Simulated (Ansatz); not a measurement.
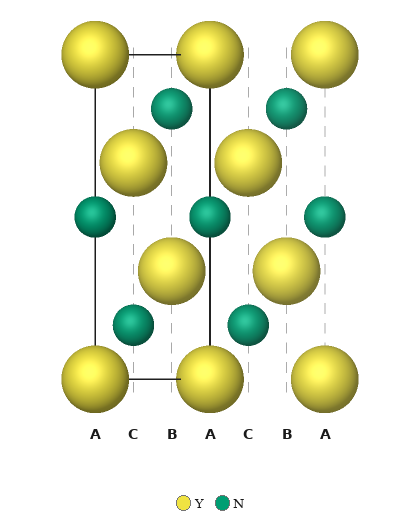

The picture looks along a close-packed row of the hexagonal mesh; [111] points upwards. The dashed lines mark the three columns A (0, 0), B (1/3, 2/3) and C (2/3, 1/3). The box is the hexagonal cell of the face-centred cubic lattice. The sequence starts with the first layer at or above the cell's origin.

YN: a calculation's input that goes back to an entry of the Crystallography Open Database (an earlier step may have relaxed or displaced it).

### List the layers of one repeat.

Y(A) – N(C) – Y(B) – N(A) – Y(C) – N(B) (six layers in 8.48 Å).

### How are the N layers alone stacked?

N layers alone: CAB, the cubic close-packed type.

### Which positions between or in the N layers do the other atoms fill?

Y: three octahedral sites in each hexagonal cell.

Heights of the layers:

```tsv
layer	atoms (column)	height (Å)	to next (Å)
1	Y(A)	0.00	1.41
2	N(C)	1.41	1.41
3	Y(B)	2.83	1.41
4	N(A)	4.24	1.41
5	Y(C)	5.65	1.41
6	N(B)	7.07	1.41
```
